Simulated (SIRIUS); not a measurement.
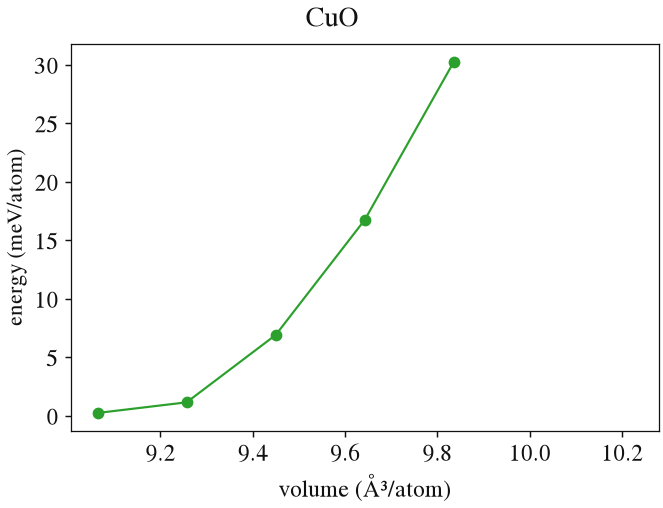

The picture above shows the energy against volume for CuO, space group P-6m2 (No. 187) (cell built by us, not taken from a database).

The given structure:
```
CELL_PARAMETERS angstrom
2.83633 0.00000 0.00000
-1.41816 2.45633 0.00000
0.00000 0.00000 2.76811
ATOMIC_POSITIONS crystal
Cu 0.00000 0.00000 0.00000
O 0.66667 0.33333 0.50000
```

Computed with SIRIUS 7.12.0: all-electron LAPW DFT, no spin polarisation; energies at scaled volumes of the given cell, shape and fractions fixed, counted from the fit's minimum, third-order Birch-Murnaghan fit. Level: PBEsol.

| setting | value |
| --- | --- |
| k mesh | 6×6×5 |
| occupations | Fermi–Dirac |
| smearing width | 0.05 eV |
| potentials | all electron FP LAPW |
| program settings | basis apw+lo standard, gk cutoff 4.62 1/bohr, pw cutoff 24 1/bohr |

The points at volume 10.03 Å³/atom and 10.22 Å³/atom are left out of the plot. What values does the calculation give there?

```csv
volume (Å³/atom),energy (meV/atom)
10.03,47.01
10.22,66.83
```

Limits of the calculation: coarse k mesh; shape and atomic fractions are frozen while scaling, which makes layered, chain and framework solids too stiff.
